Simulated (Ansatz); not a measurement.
System: GaP, space group F-43m (No. 216).

Input of the run:
```
crystal:
  lattice:
    - [0.0, 2.7530369334, 2.7530369334]
    - [2.7530369334, 0.0, 2.7530369334]
    - [2.7530369334, 2.7530369334, 0.0]
  atoms:
    - { symbol: Ga, position: [0.0, 0.0, 0.0] }
    - { symbol: P, position: [0.25, 0.25, 0.25] }
basis:
  ecutwfc: 420
kpoints:
  mp_grid: { grid: [8, 8, 8] }
hamiltonian:
  xc: pbe
scf:
  occupations: { method: fixed }
output:
  forces: true
  stress: true
  eigenvalues: true
  polarization: {}
elastic:
  mode: relaxed_ion
  stencil: two_point
```

Launched with:
```bash
ansatz run input.yaml --threads 1 --pin off --max-ram 3072MiB --backend cpu --events-out ev --progress --plain --runs-dir out
```

Calculation (Ansatz 0.2.0): proper piezoelectric stress tensor of an insulator from Berry phases at small strains, Voigt columns xx yy zz yz xz xy, Cartesian axes of the cell vectors; plane waves with PAW datasets, Γ-centred k mesh. Level: PBE, no spin polarisation.

- wave cutoff: 420 eV
- k mesh: 8×8×8
- occupations: fixed
- pressure: 0 GPa
- ions: relaxed
- strain amplitude: 0.002

Predict the piezoelectric tensor e in Voigt notation.

The largest components, equal in size at 0.198 C/m², are e14, e25 and e36. Three components exceed 1 % of the largest: e14 = −0.198, e25 = −0.198, e36 = −0.198 C/m².

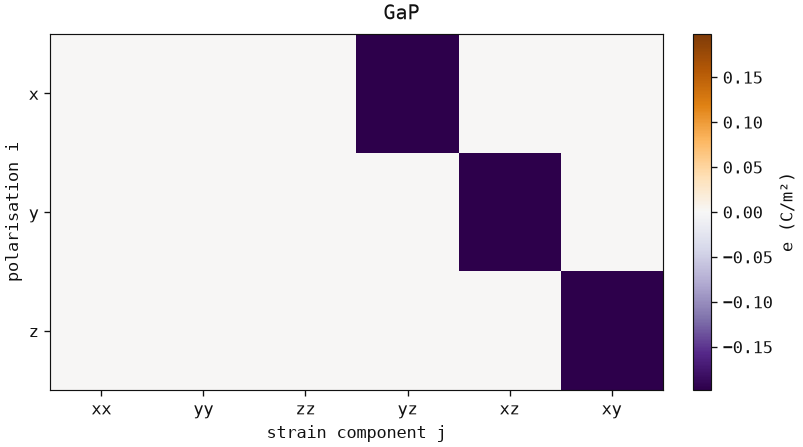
